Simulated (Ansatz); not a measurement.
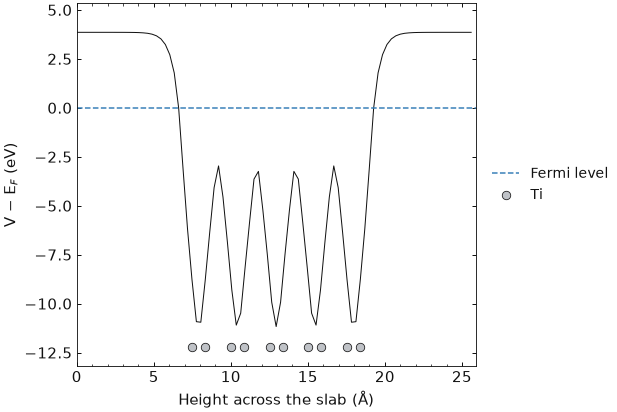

Plane-averaged electrostatic potential energy of an electron across the slab; circles at the bottom mark the heights of the atoms.

System: a (100) slab cut from Ti (P6_3/mmc), unrelaxed, 10 atoms in the cell; a = 2.90 Å, b = 4.59 Å, c = 25.88 Å, α = 90.00°, β = 90.00°, γ = 90.00°.

Method: DFT PBEsol, scalar-relativistic, plane waves, PAW, no spin polarisation, 12×8×1 k mesh, 420 eV cutoff, Gaussian smearing of 0.1 eV (Ansatz).

Read off the work function of each face.

Answer. The work function is 3.86 eV, the same on both faces. The two vacuum levels agree, so the slab has no net dipole along its normal.

How thick are slab and vacuum?

Answer. The outermost atoms are 10.9 Å apart, which leaves 15.0 Å of vacuum in a cell 25.9 Å high.
